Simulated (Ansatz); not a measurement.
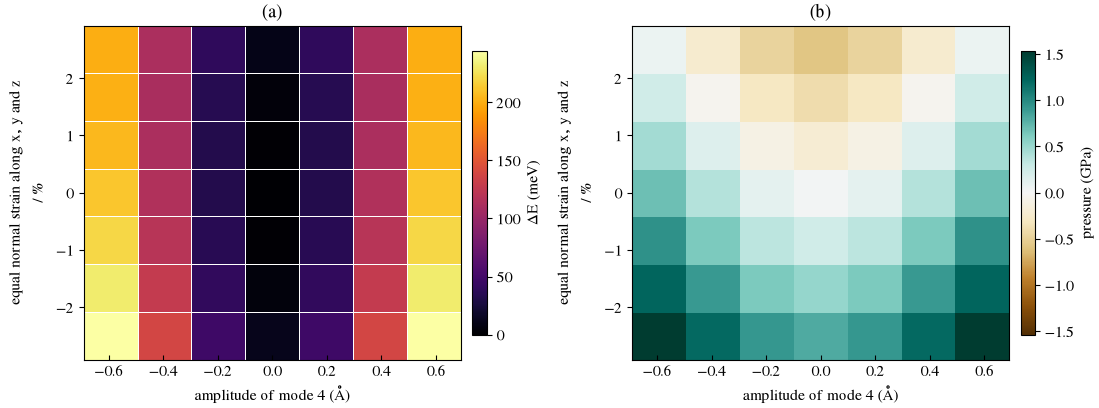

Na (I4/mmm, No. 139; 2 atoms in the cell). The energy is mapped over a normal mode and a strain (zone-centre modes of the 2-atom cell of this scan, which folds in the wave vector (1/2, 1/2, 1/2) of the primitive cell) (x along [1 0 0], y along [0 1 0], z along [0 0 1] of the conventional cell). The first coordinate is: amplitude of mode 4 (100 cm⁻¹), largest displacement in the unstrained cell; the second: equal normal strain along x, y and z. Nothing is relaxed (the pattern is fixed in fractional coordinates). The grid has 7 × 7 points; 28 points were computed and 21 follow by symmetry. Points are written as (first, second). All energies are given in meV per cell relative to the lowest grid point. Theory: DFT LDA, scalar-relativistic, plane waves, PAW in Ansatz. Settings: cutoff 520 eV, k-mesh 12×12×10 in the order of the run's cell vectors, gaussian smearing 0.15 eV, no spin polarisation.

Panel (a) is the energy and panel (b) the computed pressure on the same grid.

In the figure: one coloured cell a grid point.

**How does the pressure vary over the map, and what is it at the lowest grid point?**

It runs from −0.58 GPa at (0.000 Å, 2.50 %) to 1.53 GPa at (−0.593 Å, −2.50 %). At the lowest grid point, (0.000 Å, 0.00 %), it is 0.01 GPa.
